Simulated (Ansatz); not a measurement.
A periodic structure is given below.

```
P
1.0
     3.54712    0.00000    0.00000
     0.00000   37.66473    0.00000
     0.00000    0.00000    4.25943
P
4
Direct
  0.00000 0.46969 0.58262
  0.00000 0.53031 0.41738
  0.50000 0.53031 0.08262
  0.50000 0.46969 0.91738
```

Q: What crystal do these data define?

A: The element is phosphorus. The cell holds four atoms. P is coordinated by three P in a trigonal pyramidal arrangement at 2.28 to 2.39 Å. The bonds build P layers parallel to (010).

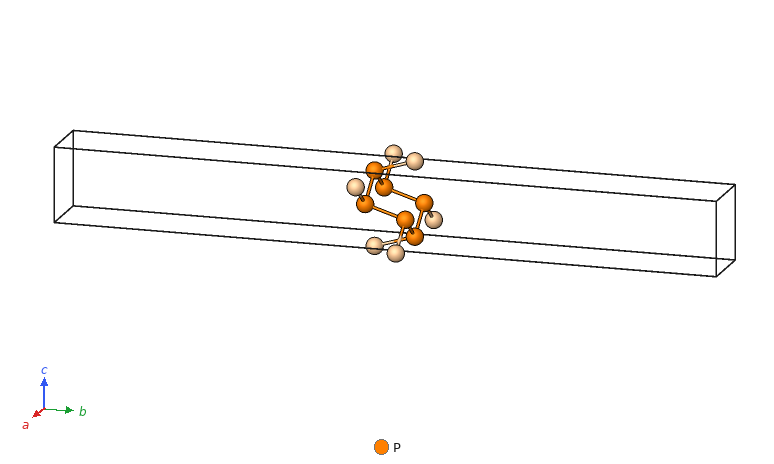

Drawn in the ball-and-stick manner and seen slightly off an axis. The edges of the simulation cell are marked. Neighbours across the faces are drawn wherever a bond reaches them, in fainter colours.

The initial geometry was a structure listed in the Materials Project. The cell was then strained or its atoms displaced on purpose. An electronic-structure calculation with Ansatz was run on it.

At this level of theory the run's own cell isn't at rest (forces up to 1.1 eV/Å), so its distances can differ from those at equilibrium, the more so the softer the solid.
